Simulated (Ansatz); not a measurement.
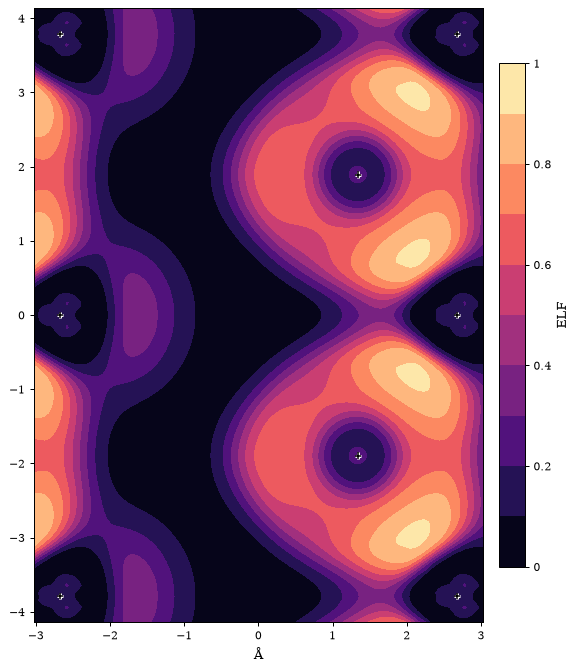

The electron localisation function on a plane through atoms (crosses mark nuclei in the plane).

All numbers below come from DFT PBEsol, scalar-relativistic, plane waves, PAW (Ansatz).

Candidates:
A. AlAs, a = 5.36 Å, b = 5.36 Å, c = 5.36 Å, α = 90.00°, β = 90.00°, γ = 90.00°. Space group F-43m; computed pressure about 18 GPa in this cell.
B. HfO2, a = 5.10 Å, b = 5.10 Å, c = 5.10 Å, α = 90.00°, β = 90.00°, γ = 90.00°. Space group Fm-3m; computed pressure about −8 GPa in this cell.

Which candidate gave the map?

Candidate A: AlAs on the (101) plane of the conventional cell, which holds Al and As. Al–As (2.32 Å): the ELF peaks at about 0.90 between the atoms, as expected for localised, covalent bonding.
